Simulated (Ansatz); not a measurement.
CaF$_{3}$: geometry relaxation (part 1 of 2)

- system: CaF$_{3}$ (4 atoms in the cell)
- method: DFT r2SCAN, scalar-relativistic, plane waves, PAW, spin-polarised (Ansatz 0.2.0)

The structure derives from a Materials Project entry. Figures and captions count atoms from 1; the log counts them from 0 in places.

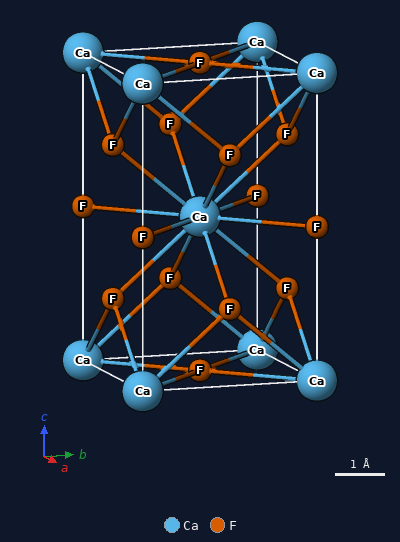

Fig. 1: The starting structure (ball-and-stick view of the cell 2 times as large as that of the calculation, set on its symmetry axes, seen slightly off an axis).

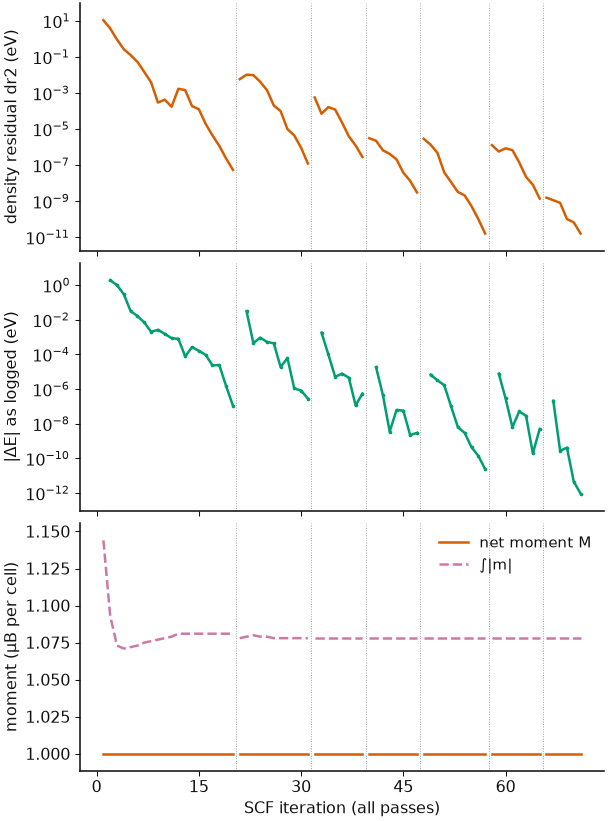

Fig. 2: Convergence of the self-consistent field: density residual dr2, size of the energy change and magnetic moment against the SCF iteration. The dotted lines part the SCF passes of the relaxation: geometry steps, rejected trials and re-solves on a re-selected basis. The 7 passes take 6 to 20 iterations each, 71 in all. The net moment stays at 1.0 μB per cell.

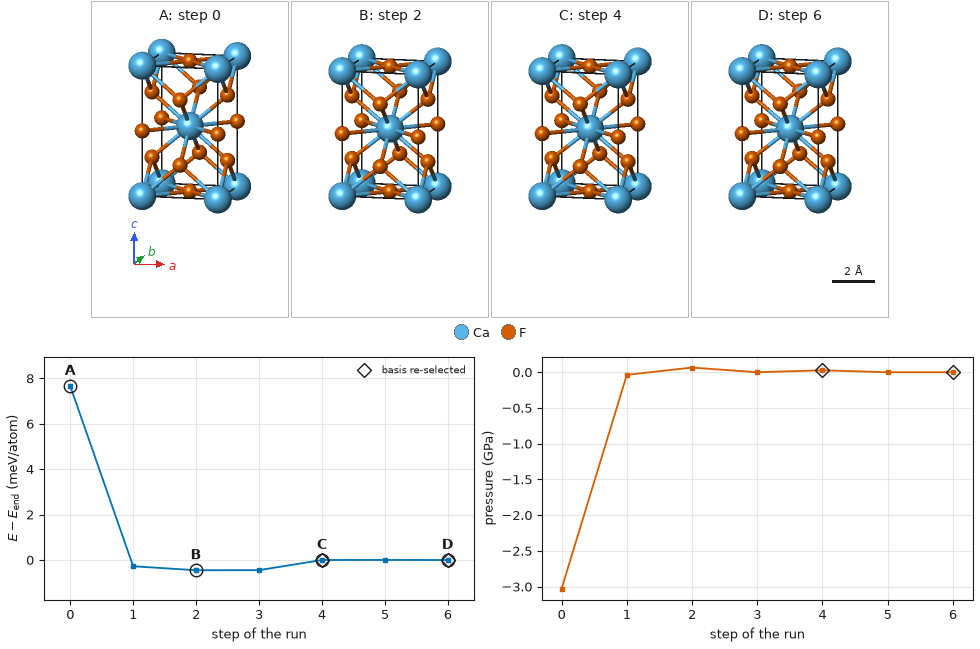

Fig. 3: Frames of the relaxation (ball-and-stick view of the cell 2 times as large as that of the calculation, set on its symmetry axes, seen slightly off an axis) above the curves, on which the letters mark them (the first geometry is step 0 here and step 1 in the log).

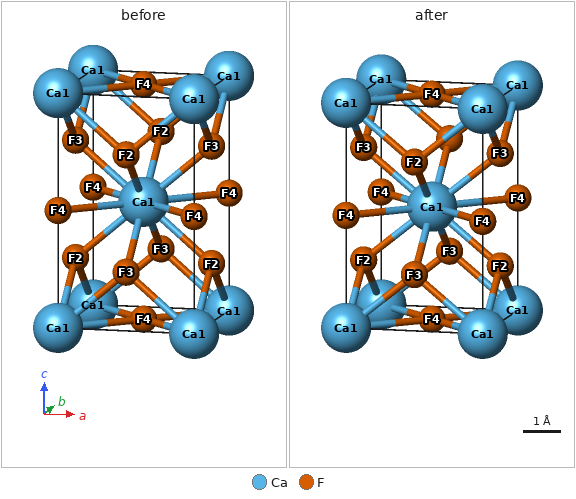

Fig. 4: Before (left) and after (right) the relaxation, at one scale (ball-and-stick view of the cell 2 times as large as that of the calculation, set on its symmetry axes, seen slightly off an axis). No atom moves by more than 0.005 Å relative to the cell. The drawn cell changes as follows: a = b 3.799 → 3.816 Å (+0.4 %), c 6.445 → 6.178 Å (−4.1 %); the volume changes by −3.3 %. Among the contacts that change: Ca1–F2 2.491 → 2.455 Å, Ca1–F4 2.686 → 2.698 Å. Among the angles that change: Ca1–F2–Ca1 99.4° → 102.0°. The space group stays I4/mmm (No. 139). After 4 geometry steps the energy has fallen by 7.7 meV per atom. All forces vanish by symmetry, so only the cell relaxes. The pressure goes from −3.03 to 0.00 GPa. The basis was re-selected once at an unchanged geometry, which shifts the energy a little without any move. The energy change given includes the shifts at the re-selections in mid-walk, which come without any move. A last SCF at the same geometry on a re-selected plane-wave basis shifts the energy by next to nothing (0.0 meV per atom). (Atoms are counted from 1 in the order of the input.)

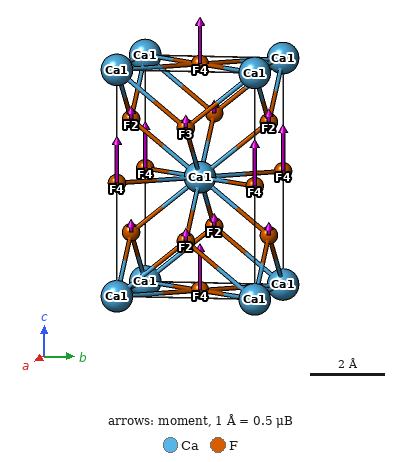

Fig. 5: Magnetic moments of the sites as pink arrows (ball-and-stick view of the cell 2 times as large as that of the calculation, set on its symmetry axes, seen slightly off an axis; atoms are numbered from 1 in the order of the input); small moments hardly show. The run is collinear, so the axis drawn is arbitrary. Site moments: F4 (0.65 μB); F2, F3 (0.19 μB). They are counted near the atoms and needn't add up to the moment of the cell.

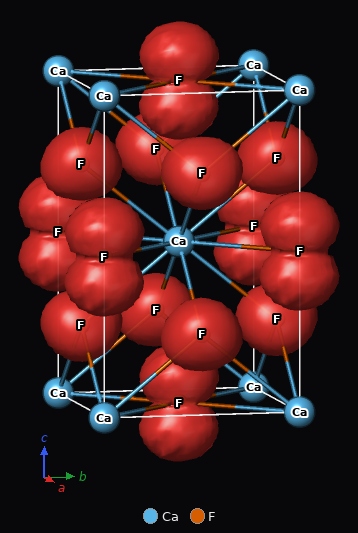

Fig. 6: Isosurface of the magnetisation density (up minus down) at +0.02 e/Å³ (red), seen slightly off an axis. Sticks mark near contacts. The outline is the cell set on symmetry axes. The cell of the calculation (4 atoms) carries 1.0 μB net. In a PAW calculation such maps are meaningful between the atoms, not at the nuclei.

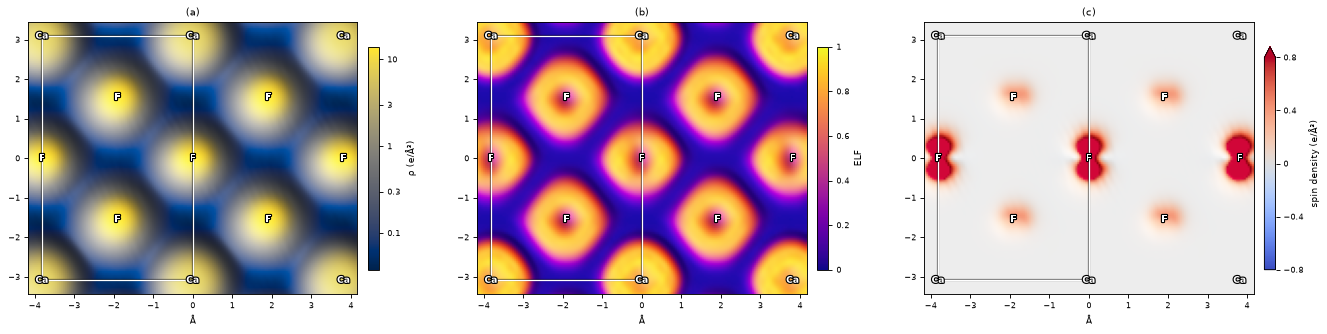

Fig. 7: (a) valence electron density; (b) electron localisation function; (c) magnetisation density (up minus down) on the (100) plane of the conventional cell. Atoms in the plane: Ca and F. Ca–F (2.45 Å): the density is about 0.17 e/Å³ at the midpoint; the ELF is about 0.05 at the midpoint; no shared pair; the contact is polar. Away from the nuclei the density in this plane falls to 0.04 e/Å³ at its lowest. The strong features right at Ca lie inside the PAW spheres (semicore, d or f shells) and say nothing about bonding. The cell of the calculation (4 atoms) carries 1.0 μB net.

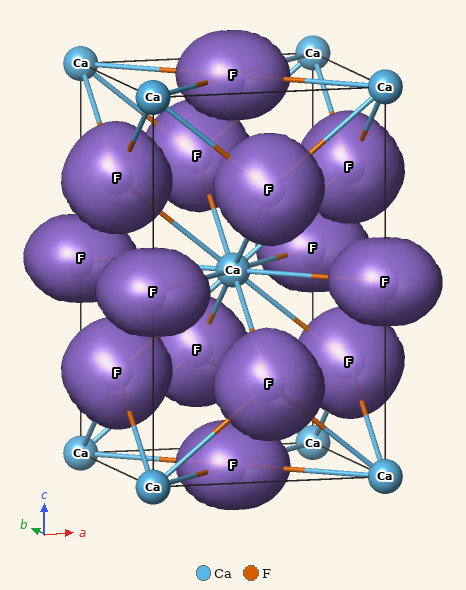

Fig. 8: Isosurface of the electron localisation function at 0.65 (purple), seen slightly off an axis. Only the valence region is drawn (cores and ρ < 0.01 e/Å³ removed). Sticks mark near contacts. The outline is the cell set on symmetry axes. Along the contacts the grid gives the following. Ca–F (2.45 Å): the ELF is about 0.05 at the midpoint; a polar contact without a shared pair, in a metal. Ca–F (2.70 Å): the ELF is about 0 at the midpoint; no shared pair; the contact is polar.

The input and output of the run follow.

## The input
```yaml
crystal:
  lattice:
    - [-1.899407, 1.899407, 3.222683]
    - [1.899407, -1.899407, 3.222683]
    - [1.899407, 1.899407, -3.222683]
  atoms:
    - { symbol: Ca, position: [0.0, 0.0, 0.0] }
    - { symbol: F, position: [0.75, 0.25, 0.5], spin: 0.21 }
    - { symbol: F, position: [0.25, 0.75, 0.5], spin: 0.21 }
    - { symbol: F, position: [0.5, 0.5, 0.0], spin: 0.7 }
basis:
  ecutwfc: 500
kpoints:
  mp_grid: { grid: [16, 16, 16] }
hamiltonian:
  xc: r2scan
scf:
  occupations: { method: gaussian, width: 0.1 }
output:
  forces: true
  stress: true
  eigenvalues: true
  populations: true
  write_density: true
  write_potential: true
  elf: true
  volumetric_format: npy
magnetization:
  spin_polarized: true
relax:
  adjacent_minimum: "off"
  f_tol: 0.005
  max_steps: 80
  cell: { stress_tol: 0.05 }
```

Launched with:
```bash
ansatz run input.yaml --threads 1 --pin off --max-ram 2560MiB --backend cpu --events-out ev --progress --plain --runs-dir out
```

## The program's output
```
Engine: ansatz 0.2.0, x86_64-unknown-linux-gnu
Pseudopotentials: kind: paw
Pseudopotential: Ca, paw, valence charge 10, recommended cutoff 500 eV (meta_gga), Ca.paw.azcp
Pseudopotential: F, paw, valence charge 7, recommended cutoff 500 eV (meta_gga), F.paw.azcp
Functional definition: r2SCAN
  parameter k0 = 0.174
  parameter k1 = 0.065
  parameter a1 = 4.9479
  exchange = r2scan_x(k0 = k0, k1 = k1, a1 = a1)
  correlation = r2scan_c
Crystal: 4 atoms, lattice volume = 46.506 Å³
Basis set: ecut = 500 eV, 1175 PW (Γ), exchange–correlation on 128×128×128 points (64 copies of the dense FFT grid, shifted against one another)
Bands: 21, of which v1, the nominal top of the filled ones, is band 16 counted from 1 (15 counted from 0)
Symmetry: 16 space group operations
Space group: I4/mmm (ITA 139), of the structure as read, at distance tolerance 3.6e-5 Å
Magnetic group: BNS 139.531 (UNI 1191), of the structure as read, at distance tolerance 3.6e-5 Å
k-points: 349 of 4096
Non-local potential: Ca, projectors of the file, l = 0: 3, l = 1: 2, l = 2: 2
Non-local potential: F, projectors of the file, l = 0: 2, l = 1: 2, l = 2: 1
PAW form: soft (Blöchl's): semilocal exchange-correlation on the pseudo side does not see the compensation charge
PAW frozen core: Ca, regenerated for the run's functional (the file was generated under x = pbe(κ = 0.804, μ = 0.2195149727645171), c = pbe(β = 0.06672455060314922))
PAW frozen core: F, regenerated for the run's functional (the file was generated under x = pbe(κ = 0.804, μ = 0.2195149727645171), c = pbe(β = 0.06672455060314922))
PAW one-centre angular grid: Ca, 302 points (default); XC on 160 Gauss nodes
PAW one-centre angular grid: F, 302 points (default); XC on 160 Gauss nodes
Initial density: superposition of atomic densities (chi_scale 0.1, normalization cell, long waves kept (reshape's long-wave potential 0.00 eV rms))
Starting moments: Σ|m| = 1.12 μB on 3 of 4 sites
Initial wavefunctions: pseudopotential atomic-orbital guess
Functional: x = r2scan, c = r2scan; τ floored in thin density (d = 2e-4 eV/Å³)
SCF iter   1: F=—  HF=-4257.200937 eV  |F-HF|=—  |Δ(HF+E_count)|=         —  Δρ=9.56e-2 (↑6.36e-2 ↓9.56e-2)  dr2=1.08e1  dr2_τ=7.58e-2  dr2_m=4.40e-1  M=1.000 μB ∫|m|=1.144 μB  β_m=0.30  ethr=3.10e-3  ⟨swp⟩=7.8  Hψ=88408  notcnv=0
preconditioner: auto → Kerker (q_TF=auto, 2.550 Å⁻¹)  [metal: Δε(μ)=0.004 eV  Ē_g=15.232 eV  σ=0.100 eV  W_gap=0.02  n_scr=14 (ndim 8)  ℏωp=29.3 eV  f_vac=0.000  D(μ)=1.17/eV (n_scr^D=10)]
spin=Collinear: Kerker preconditioning applied to the charge; magnetization (m = ρ↑ − ρ↓) channel mixes plain (no charge-response kernel on spin).
SCF iter   2: F=—  HF=-4255.325479 eV  |F-HF|=—  |Δ(HF+E_count)|=    1.88e0  Δρ=5.64e-2 (↑3.35e-2 ↓5.64e-2)  dr2=3.75e0  dr2_τ=3.19e-2  dr2_m=2.21e-1  M=1.000 μB ∫|m|=1.093 μB  β_m=0.30  ethr=3.10e-3  ⟨swp⟩=2.8  Hψ=31824  notcnv=0  defer=698  κ⁻¹=1.0e0(r=1)
SCF iter   3: F=—  HF=-4254.334730 eV  |F-HF|=—  |Δ(HF+E_count)|=   9.91e-1  Δρ=2.83e-2 (↑2.09e-2 ↓2.83e-2)  dr2=9.05e-1  dr2_τ=1.91e-2  dr2_m=9.21e-2  M=1.000 μB ∫|m|=1.073 μB  β_m=0.30  ethr=3.10e-3  ⟨swp⟩=3.4  Hψ=33265  notcnv=0  defer=698  κ⁻¹=1.4e-2(r=2)
SCF iter   4: F=—  HF=-4254.044259 eV  |F-HF|=—  |Δ(HF+E_count)|=   2.90e-1  Δρ=1.83e-2 (↑1.67e-2 ↓1.83e-2)  dr2=2.65e-1  dr2_τ=6.84e-3  dr2_m=7.41e-2  M=1.000 μB ∫|m|=1.071 μB  β_m=0.30  ethr=2.92e-3  ⟨swp⟩=3.5  Hψ=30175  notcnv=0  defer=698  κ⁻¹=1.2e-2(r=3)
SCF iter   5: F=—  HF=-4254.013350 eV  |F-HF|=—  |Δ(HF+E_count)|=   3.09e-2  Δρ=1.54e-2 (↑1.54e-2 ↓1.26e-2)  dr2=1.25e-1  dr2_τ=4.82e-3  dr2_m=4.29e-2  M=1.000 μB ∫|m|=1.072 μB  β_m=0.30  ethr=8.55e-4  ⟨swp⟩=3.1  Hψ=29010  notcnv=0  defer=698  κ⁻¹=1.9e-3(r=4)
SCF iter   6: F=—  HF=-4254.029550 eV  |F-HF|=—  |Δ(HF+E_count)|=   1.62e-2  Δρ=1.07e-2 (↑8.50e-3 ↓1.07e-2)  dr2=5.22e-2  dr2_τ=3.22e-3  dr2_m=1.99e-2  M=1.000 μB ∫|m|=1.073 μB  β_m=0.30  ethr=4.02e-4  ⟨swp⟩=2.3  Hψ=25224  notcnv=0  defer=698  κ⁻¹=1.3e-4(r=5)
SCF iter   7: F=—  HF=-4254.036436 eV  |F-HF|=—  |Δ(HF+E_count)|=   6.89e-3  Δρ=7.54e-3 (↑4.87e-3 ↓7.54e-3)  dr2=1.45e-2  dr2_τ=7.21e-4  dr2_m=1.35e-2  M=1.000 μB ∫|m|=1.075 μB  β_m=0.30  ethr=1.68e-4  ⟨swp⟩=2.8  Hψ=29813  notcnv=0  defer=698  κ⁻¹=1.6e-5(r=6)
SCF iter   8: F=—  HF=-4254.038435 eV  |F-HF|=—  |Δ(HF+E_count)|=   2.00e-3  Δρ=5.25e-3 (↑3.67e-3 ↓5.25e-3)  dr2=3.86e-3  dr2_τ=3.25e-4  dr2_m=7.50e-3  M=1.000 μB ∫|m|=1.076 μB  β_m=0.30  ethr=4.69e-5  ⟨swp⟩=2.0  Hψ=23716  notcnv=0  defer=698  κ⁻¹=7.6e-6(r=7)
SCF iter   9: F=—  HF=-4254.041031 eV  |F-HF|=—  |Δ(HF+E_count)|=   2.60e-3  Δρ=3.32e-3 (↑2.83e-3 ↓3.32e-3)  dr2=2.93e-4  dr2_τ=1.84e-4  dr2_m=3.94e-3  M=1.000 μB ∫|m|=1.077 μB  β_m=0.30  ethr=1.25e-5  ⟨swp⟩=2.1  Hψ=20921  notcnv=0  defer=698  κ⁻¹=2.5e-6(r=8)
SCF iter  10: F=—  HF=-4254.042554 eV  |F-HF|=—  |Δ(HF+E_count)|=   1.52e-3  Δρ=2.68e-3 (↑2.25e-3 ↓2.68e-3)  dr2=4.23e-4  dr2_τ=7.14e-5  dr2_m=2.52e-3  M=1.000 μB ∫|m|=1.078 μB  β_m=0.30  ethr=9.46e-7  ⟨swp⟩=2.0  Hψ=24299  notcnv=0  defer=698  κ⁻¹=9.3e-8(r=8)
SCF iter  11: F=—  HF=-4254.043418 eV  |F-HF|=—  |Δ(HF+E_count)|=   8.65e-4  Δρ=2.02e-3 (↑1.74e-3 ↓2.02e-3)  dr2=1.71e-4  dr2_τ=4.77e-5  dr2_m=1.48e-3  M=1.000 μB ∫|m|=1.079 μB  β_m=1.20  ethr=9.46e-7  ⟨swp⟩=2.0  Hψ=23960  notcnv=0  defer=698
Mixer restart at iter 11: flushing history
spin-set hold released at iteration 11 (site moments contracting): the magnetisation degrees of freedom join the quasi-Newton model from the next iteration; the mixer history was flushed
SCF iter  12: F=—  HF=-4254.044201 eV  |F-HF|=—  |Δ(HF+E_count)|=   7.83e-4  Δρ=1.78e-3 (↑2.95e-4 ↓1.78e-3)  dr2=1.70e-3  dr2_τ=2.62e-5  dr2_m=2.52e-4  M=1.000 μB ∫|m|=1.081 μB  β_m=1.20  ethr=5.51e-7  ⟨swp⟩=2.0  Hψ=24960  notcnv=0  defer=698  κ⁻¹=1.0e0(r=1)
SCF iter  13: F=—  HF=-4254.044276 eV  |F-HF|=—  |Δ(HF+E_count)|=   7.55e-5  Δρ=1.38e-3 (↑4.75e-4 ↓1.38e-3)  dr2=1.44e-3  dr2_τ=1.04e-5  dr2_m=9.38e-5  M=1.000 μB ∫|m|=1.081 μB  β_m=1.20  ethr=5.51e-7  ⟨swp⟩=2.3  Hψ=23105  notcnv=0  defer=698  κ⁻¹=2.6e-2(r=2)
SCF iter  14: F=—  HF=-4254.044540 eV  |F-HF|=—  |Δ(HF+E_count)|=   2.63e-4  Δρ=3.78e-4 (↑3.78e-4 ↓3.13e-4)  dr2=1.86e-4  dr2_τ=2.60e-6  dr2_m=2.49e-6  M=1.000 μB ∫|m|=1.081 μB  β_m=1.20  ethr=5.51e-7  ⟨swp⟩=2.0  Hψ=24602  notcnv=0  defer=698  κ⁻¹=1.0e-2(r=3)
SCF iter  15: F=—  HF=-4254.044699 eV  |F-HF|=—  |Δ(HF+E_count)|=   1.59e-4  Δρ=3.68e-4 (↑1.62e-4 ↓3.68e-4)  dr2=1.25e-4  dr2_τ=1.20e-6  dr2_m=1.10e-5  M=1.000 μB ∫|m|=1.081 μB  β_m=1.20  ethr=5.51e-7  ⟨swp⟩=2.0  Hψ=16721  notcnv=0  defer=698  κ⁻¹=2.1e-3(r=4)
SCF iter  16: F=—  HF=-4254.044792 eV  |F-HF|=—  |Δ(HF+E_count)|=   9.32e-5  Δρ=9.83e-5 (↑9.20e-5 ↓9.83e-5)  dr2=1.92e-5  dr2_τ=4.45e-7  dr2_m=8.38e-7  M=1.000 μB ∫|m|=1.081 μB  β_m=1.20  ethr=4.02e-7  ⟨swp⟩=2.0  Hψ=23005  notcnv=0  defer=698  κ⁻¹=1.1e-3(r=5)
SCF iter  17: F=—  HF=-4254.044769 eV  |F-HF|=—  |Δ(HF+E_count)|=   2.31e-5  Δρ=1.06e-4 (↑7.55e-5 ↓1.06e-4)  dr2=4.43e-6  dr2_τ=2.00e-7  dr2_m=2.31e-7  M=1.000 μB ∫|m|=1.081 μB  β_m=1.20  ethr=6.19e-8  ⟨swp⟩=2.0  Hψ=23623  notcnv=0  defer=698  κ⁻¹=2.8e-4(r=6)
SCF iter  18: F=—  HF=-4254.044793 eV  |F-HF|=—  |Δ(HF+E_count)|=   2.40e-5  Δρ=5.16e-5 (↑3.17e-5 ↓5.16e-5)  dr2=1.16e-6  dr2_τ=3.53e-8  dr2_m=1.57e-7  M=1.000 μB ∫|m|=1.081 μB  β_m=1.20  ethr=1.43e-8  ⟨swp⟩=2.0  Hψ=23727  notcnv=0  defer=698  κ⁻¹=8.8e-5(r=7)
SCF iter  19: F=—  HF=-4254.044795 eV  |F-HF|=—  |Δ(HF+E_count)|=   1.49e-6  Δρ=1.42e-5 (↑1.27e-5 ↓1.42e-5)  dr2=2.32e-7  dr2_τ=8.83e-9  dr2_m=4.16e-9  M=1.000 μB ∫|m|=1.081 μB  β_m=1.20  ethr=3.74e-9  ⟨swp⟩=2.0  Hψ=23972  notcnv=0  defer=698  κ⁻¹=3.7e-5(r=8)
SCF iter  20: F=-4254.044795 eV  HF=-4254.044795 eV  |F-HF|=3.05e-7  |Δ(HF+E_count)|=   1.10e-7  Δρ=9.46e-6 (↑6.78e-6 ↓9.46e-6)  dr2=5.43e-8  dr2_τ=2.22e-9  dr2_m=2.54e-9  M=1.000 μB ∫|m|=1.081 μB  ethr=3.23e-10  ⟨swp⟩=13.0  Hψ=100512  notcnv=0
SCF 1 converged in 20 iterations: F = -4254.044795 eV  dr2 = 5.43e-8
  greatest PAW one-centre occupation: 0.995 electrons in one spin orbital (limit 2), on the Ca atom at site 0 (counted from 0), in its partial waves of l = 0
relax step   1: F+E_penalty+E_count = -4254.04479507 eV  Δ(F+E_penalty+E_count) = +0.000e0 eV  max|allowed force component| = 1.952e-18 eV/Å  Δτ_max = 0.0000 Å  P = -3.027 GPa  Ω = 46.506 Å³  (20 SCF iters, dr2 threshold 1.00e-7 eV, accepted)
Crystal: 4 atoms, lattice volume = 44.945 Å³
Basis set: ecut = 500 eV, 1159 PW (Γ), exchange–correlation on 128×128×128 points (64 copies of the dense FFT grid, shifted against one another)
Initial density: handed on by an earlier stage of this run
Starting moments: Σ|m| = 1.12 μB on 3 of 4 sites; this step starts from the density that it was given
Initial wavefunctions: those handed on with the density
iter 1 solved again at ethr=1.86e-5 eV; its pass at ethr=3.10e-3 eV (dr2=5.78e-3 eV) is discarded
```
